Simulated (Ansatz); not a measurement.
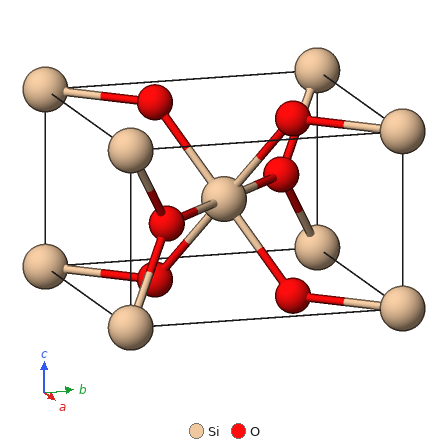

System: SiO₂, space group P4_2/mnm (No. 136). The picture shows the conventional cell.

Structure:
```cif
data_structure
_symmetry_space_group_name_H-M 'P 1'
_symmetry_Int_Tables_number 1
_cell_length_a 4.1801
_cell_length_b 4.1801
_cell_length_c 2.6678
_cell_angle_alpha 90.000
_cell_angle_beta 90.000
_cell_angle_gamma 90.000
_cell_volume 46.62
loop_
_atom_site_label
_atom_site_type_symbol
_atom_site_fract_x
_atom_site_fract_y
_atom_site_fract_z
_atom_site_occupancy
Si1 Si 0.00000 0.00000 0.00000 1
Si2 Si 0.50000 0.50000 0.50000 1
O1 O 0.30670 0.30670 0.00000 1
O2 O 0.19330 0.80670 0.50000 1
O3 O 0.69330 0.69330 0.00000 1
O4 O 0.80670 0.19330 0.50000 1
```

Computed with Ansatz 0.2.0: periodic Kohn-Sham DFT of a crystal at fixed atoms, scaled to the stated factor times the given cell; pressure positive in compression, energy less spherical unpolarised free atoms. Level: PBE.

method all-electron LAPW; relativity scalar; k mesh 6×6×9; occupations Fermi–Dirac; smearing width 0.03 eV; basis error target 1 (meV/atom); nucleus Gaussian.

V(given) is 7.77 Å³/atom.

What does the calculation give for the energy less free atoms and pressure against V/V(given)? The V/V(given) takes the values 0.96, 0.99, 1.00, 1.02, 1.06.

A third-order Birch–Murnaghan fit gives V0 = 8.04 Å³/atom, B0 = 301 GPa and B′ = 3.9. The energy less free atoms is −7.6867 eV/atom at V/V(given) 0.96 and −7.7262 eV/atom at 1.06; the lowest computed point is at V/V(given) 1.02 (−7.7292 eV/atom), and no other minimum shows. The pressure falls from 26.0 GPa at V/V(given) 0.96 to −7.0 GPa at 1.06, and changes sign near 1.04.

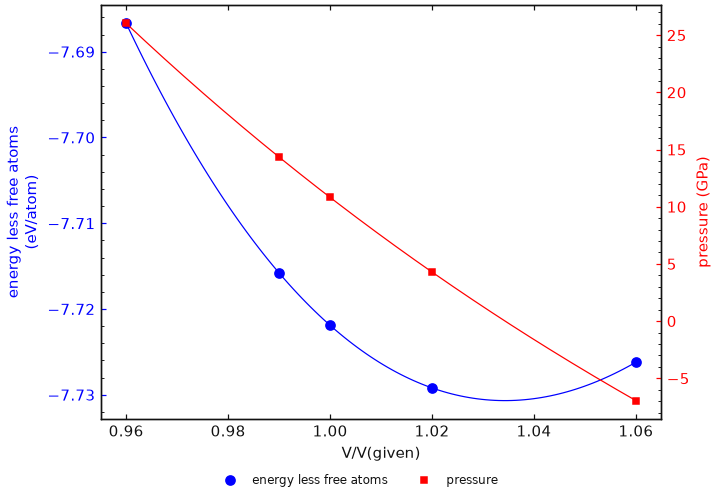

Limits of the calculation: shape and atomic fractions are frozen while scaling, which makes layered, chain and framework solids too stiff.
